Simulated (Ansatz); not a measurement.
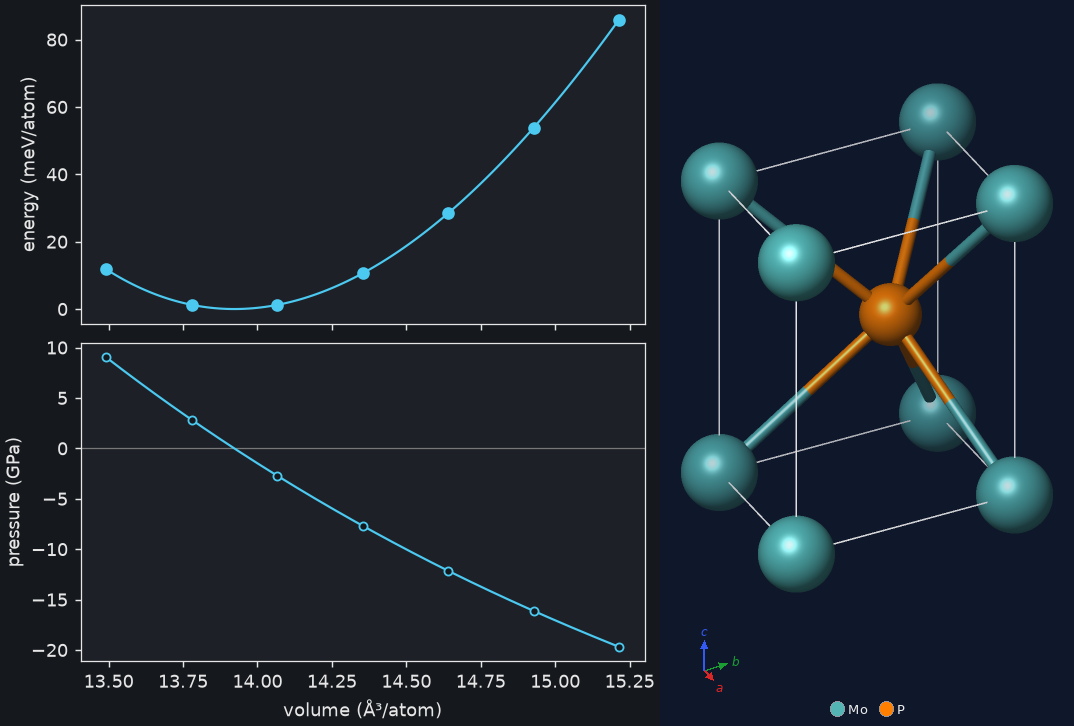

Plotted: energy and pressure against volume for MoP, space group P-6m2 (No. 187). The conventional cell is drawn beside the plot.

Cell as given: a = 3.223 Å, b = 3.223 Å, c = 3.191 Å, α = 90.00°, β = 90.00°, γ = 120.00°; 2 atoms.

Computed with Ansatz 0.2.0: plane-wave DFT, no spin polarisation; energies at scaled volumes of the given cell, shape and fractions fixed, counted from the fit's minimum, third-order Birch-Murnaghan fit. Level: HISS.

| setting | value |
| --- | --- |
| k mesh | 5×5×4 |
| occupations | Fermi–Dirac |
| smearing width | 0.05 eV |
| potentials | Ansatz PAW |
| wave cutoff | 420 eV |
| density cutoff | 1680 eV |

Tabulate the plotted points.

| volume (Å³/atom) | energy (meV/atom) | pressure (GPa) |
| --- | --- | --- |
| 13.49 | 11.78 | 9.02 |
| 13.78 | 1.25 | 2.83 |
| 14.07 | 1.23 | −2.71 |
| 14.35 | 10.61 | −7.68 |
| 14.64 | 28.44 | −12.14 |
| 14.93 | 53.81 | −16.12 |
| 15.21 | 85.94 | −19.69 |

Note: coarse k mesh; shape and atomic fractions are frozen while scaling, which makes layered, chain and framework solids too stiff.
